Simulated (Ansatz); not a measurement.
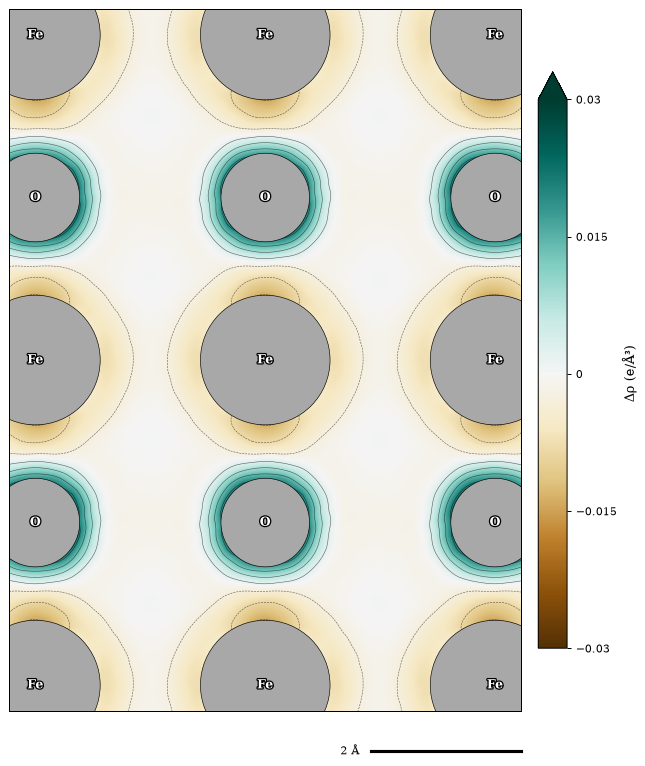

FeO. Difference of the valence pseudo-densities of two functionals at the same geometry, on the (11̄0) plane of the calculation cell: one of LDA and PBE less the other.

Both computed with Ansatz (plane waves, PAW), on the same k-point mesh. Grey discs cover the atomic cores.

```xyz
2
Lattice="0.0000 2.1554 2.1554 2.1554 0.0000 2.1554 2.1554 2.1554 0.0000" Properties=species:S:1:pos:R:3 pbc="T T T"
Fe    0.0000    0.0000    0.0000
O     2.1554    2.1554    2.1554
```

**Which was subtracted from which, and what does the map show?**

It is PBE less LDA. Against LDA, PBE gives less density around Fe (−0.007 e/Å³ on average at 1.0 Å from the nucleus), more density around O (+0.009 e/Å³ on average at 0.7 Å from the nucleus) and a change of −0.009 e/Å³ at the midpoint of Fe–O.
